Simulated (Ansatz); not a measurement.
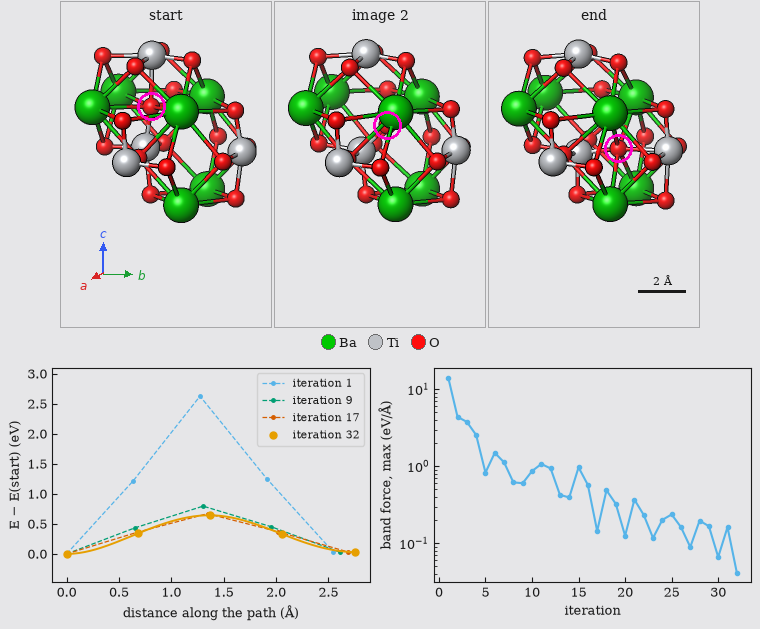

A search for the minimum-energy path of BaTiO3 with an O vacancy (39 atoms in the cell, charge +2) by the nudged elastic band. Images are numbered from 0 (start) to 4 (end). The plot follows the band through its iterations. A ball-and-stick model of the atoms within 4.3 Å of the middle of the path, seen slightly off an axis. The moving atom is ringed, with any periodic copies. Bonds to atoms that aren't drawn are left out.

The calculation used DFT PBE, scalar-relativistic, plane waves, PAW (Ansatz). Run with plane-wave cutoff 420 eV; k-point mesh 2 × 2 × 2; Gaussian smearing 0.02 eV; 3 movable images; climbing image; force threshold 0.05 eV/Å; iteration limit 39; spring constant 50.0 eV/Å²; optimiser FIRE.

How did the profile develop, and is the result final?

Answer. The run is converged, with reservations. The band converged in 32 iterations. The largest component of the band force went from 14 to 0.042 eV/Å. The climbing image converged on the top of the path. Its curvatures weren't checked. Where the two sites are alike by symmetry the ends should have one energy; a difference shows that they relaxed into different distortions of this small cell. The spring constant is far from the usual few eV/Å², which spoils the spacing or the steps. The first iteration put the highest image at 2.63 eV. The highest point, image 2, lies 0.64 eV above the start and 0.61 eV above the end; the end is at +0.03 eV relative to the start.

Limits of the set-up: the periodic images lie only 8.0 Å apart, so the values are limited by the cell's size; the cell is charged, on a uniform background, and energies carry no finite-size correction.

The run took 24 min on 4 threads of Arm Neoverse V2, on a shared host, peak memory 3.8 GiB.

PAW datasets: the set soft_1.
